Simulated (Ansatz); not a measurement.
**FeSi₁₆: nudged elastic band (part 4 of 4)**

FeSi₁₆ (defect cell, 17 atoms in the cell); DFT r2SCAN, scalar-relativistic, plane waves, PAW, PAW set soft_1, spin-polarised (Ansatz 0.2.0); cutoff 500 eV, 2×2×2 k-mesh, Gaussian smearing of 0.05 eV, collinear spins. The run did not end well. One setting was made poor on purpose. It belongs to a series of runs on one base structure; here: band between the two ends.

Geometry of the input (Å; fractional positions):
```
0.0000  5.4300  5.4300
5.4300  0.0000  5.4300
5.4300  5.4300  0.0000
Si -0.0030  0.0019  0.0019
Si 0.1251  0.1248  0.1249
Si -0.0041  0.0021  0.4987
Si 0.1241  0.1242  0.6253
Si -0.0041  0.4986  0.0022
Si 0.1242  0.6252  0.1242
Si 0.0080  0.4964  0.4964
Si 0.1213  0.6257  0.6258
Si 0.4983  0.0007  0.0009
Si 0.6225  0.1252  0.1254
Si 0.5037  -0.0019  0.4995
Si 0.6215  0.1259  0.6278
Si 0.5037  0.4993  -0.0018
Si 0.6215  0.6277  0.1261
Si 0.5016  0.5001  0.5002
Si 0.6347  0.6222  0.6224
Fe 0.2568  0.7464  0.7464
```

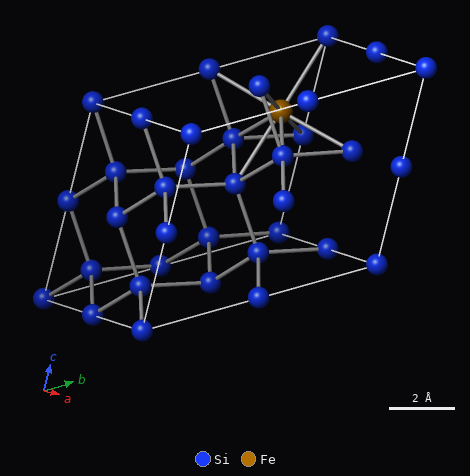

Figure 1. The structure as given in the input (ball-and-stick view of the cell of the calculation, seen slightly off an axis). An atom can appear more than once, as a periodic image.

**The last band as extended XYZ, continued**
```
17
Lattice="0.0000 5.4300 5.4300 5.4300 0.0000 5.4300 5.4300 5.4300 0.0000" Properties=species:S:1:pos:R:3:forces:R:3 image=1 energy=-14707.41279
Si    0.0156   -0.0024   -0.0145    0.0026  -0.0720   0.0415
Si    1.3607    1.3483    1.3483   -0.0218  -0.0564   0.0358
Si    2.7185    2.6577   -0.0118    0.0729  -0.0316  -0.0396
Si    4.1265    4.0538    1.3454   -0.0902  -0.1640  -0.0108
Si    2.7247   -0.0036    2.6902   -0.0412  -0.0732   0.0016
Si    4.0478    1.3335    4.0899   -0.1537  -0.1546   0.1647
Si    5.3824    2.7158    2.7469   -0.2198  -0.0770   0.2235
Si    6.8006    4.0415    4.0032    0.0137  -0.1455   0.0828
Si    0.0248    2.7344    2.6912    0.0247   0.0294  -0.0264
Si    1.3728    4.0743    4.0701   -0.0021  -0.0134   0.0489
Si    2.7065    5.4597    2.7595   -0.0953   0.0721  -0.1033
Si    4.1136    6.8114    4.0499    0.0882  -0.0422  -0.0973
Si    2.7100    2.7160    5.4312   -0.0566  -0.0101   0.0641
Si    4.0722    4.0688    6.7710   -0.0419  -0.0197   0.0096
Si    5.3986    5.4420    5.4424    0.0776   0.0760   0.0737
Si    6.7576    6.8853    6.8303   -0.1103   0.0404   0.1427
Fe    7.7399    5.0854    5.8264    0.5531   0.6417  -0.6113
17
Lattice="0.0000 5.4300 5.4300 5.4300 0.0000 5.4300 5.4300 5.4300 0.0000" Properties=species:S:1:pos:R:3:forces:R:3 image=2 energy=-14707.51964
Si    0.0180   -0.0035   -0.0085    0.0285   0.0091   0.0165
Si    1.3561    1.3379    1.3533    0.0179   0.0025   0.0050
Si    2.7052    2.6491   -0.0024    0.0205   0.0433  -0.0656
Si    4.1363    4.0869    1.3549   -0.0979  -0.0128   0.0161
Si    2.7159   -0.0035    2.6912   -0.0197   0.0109   0.0042
Si    4.0465    1.3325    4.0914   -0.0468  -0.0649   0.0664
Si    5.3909    2.7023    2.7410   -0.0863  -0.0782   0.0620
Si    6.7913    4.0705    3.9963   -0.0172  -0.0544   0.0757
Si    0.0254    2.7382    2.6893    0.0452   0.0621  -0.0710
Si    1.3648    4.0725    4.0818    0.0065   0.0027   0.0104
Si    2.7204    5.4491    2.7991   -0.0253   0.0530  -0.1070
Si    4.1070    6.8236    4.0609    0.0889   0.0634  -0.0774
Si    2.7084    2.7242    5.4285   -0.0087   0.0096   0.0030
Si    4.0550    4.0663    6.7802   -0.0269   0.0135   0.0043
Si    5.3620    5.4260    5.4324    0.1153   0.0271   0.0111
Si    6.7848    6.8698    6.8050    0.0029  -0.0970   0.0398
Fe    7.4630    4.7605    6.1146    0.0031   0.0100   0.0064
17
Lattice="0.0000 5.4300 5.4300 5.4300 0.0000 5.4300 5.4300 5.4300 0.0000" Properties=species:S:1:pos:R:3:forces:R:3 image=3 energy=-14707.49143
Si    0.0030   -0.0099   -0.0071    0.0150   0.0030  -0.0195
Si    1.3489    1.3423    1.3523    0.0543  -0.0022  -0.0873
Si    2.7012    2.6659   -0.0308   -0.0313   0.1347  -0.1310
Si    4.1024    4.0967    1.3716   -0.0986   0.0490   0.0716
Si    2.7134   -0.0045    2.7017    0.0259   0.0308  -0.0473
Si    4.0516    1.3372    4.0856   -0.0222  -0.0194   0.0232
Si    5.3928    2.6917    2.7294   -0.0699  -0.0833  -0.0474
Si    6.7808    4.0655    4.0087   -0.0603  -0.0240  -0.0254
Si    0.0250    2.7402    2.6887    0.1595   0.1598  -0.1709
Si    1.3667    4.0780    4.0724    0.0797   0.0883  -0.0042
Si    2.7553    5.4739    2.8104    0.1030   0.1062  -0.0029
Si    4.1136    6.8357    4.0738    0.2124   0.2285  -0.0580
Si    2.7024    2.7119    5.4279    0.0001   0.0358  -0.0227
Si    4.0574    4.0626    6.7789    0.0033   0.0549  -0.0830
Si    5.3721    5.4214    5.3940    0.1411  -0.0351  -0.1394
Si    6.7992    6.8256    6.8106    0.0607  -0.1230   0.0420
Fe    7.1440    4.4487    6.4804   -0.5728  -0.6040   0.7023
17
Lattice="0.0000 5.4300 5.4300 5.4300 0.0000 5.4300 5.4300 5.4300 0.0000" Properties=species:S:1:pos:R:3:forces:R:3 image=4 energy=-14708.02910
Si   -0.0115    0.0000   -0.0125    0.0011  -0.0004  -0.0003
Si    1.3525    1.3391    1.3512   -0.0012   0.0012   0.0003
Si    2.7066    2.7200   -0.0039   -0.0008   0.0001   0.0000
Si    4.0835    4.0881    1.3732   -0.0002   0.0018  -0.0003
Si    2.7154    0.0048    2.7144    0.0000  -0.0014  -0.0013
Si    4.0685    1.3516    4.0672   -0.0008  -0.0007   0.0007
Si    5.4172    2.6974    2.7104    0.0000  -0.0021   0.0005
Si    6.7782    4.0704    4.0424    0.0002   0.0015   0.0015
Si   -0.0026    2.7201    2.7053    0.0000   0.0007  -0.0008
Si    1.3744    4.0883    4.0825    0.0001   0.0001  -0.0001
Si    2.7541    5.4617    2.7530   -0.0018   0.0004  -0.0012
Si    4.0974    6.8288    4.0961    0.0010  -0.0019   0.0003
Si    2.7116    2.6972    5.4160   -0.0002  -0.0001   0.0006
Si    4.0435    4.0705    6.7770    0.0015  -0.0001  -0.0002
Si    5.4148    5.4239    5.4136   -0.0001   0.0002   0.0006
Si    6.7981    6.7881    6.7971    0.0015   0.0010  -0.0004
Fe    6.8062    4.1133    6.8048   -0.0004  -0.0002   0.0003
```

**Outcome**

- outcome: not converged
- barrier, forward (band not converged): 0.616 eV
- barrier, backward: 0.616 eV
- hardware: 4 threads of AMD EPYC (Zen 5), 16 GiB of memory available, shared host
- wall time: 14 min (CPU time 34 min)
- peak memory: 4.1 GiB

**Diagnosis**

The run did not converge: “did not converge after 59 iterations: dr2 = 1.18e-3 (threshold 1.00e-7), under the density mixer `broyden`, which `scf.mixing.algorithm: auto` chose by the deck's other keys (type `scf.mixing.algorithm: broyden` to keep it) …” Its last values are not results. A deliberately poor setting: soft spring.
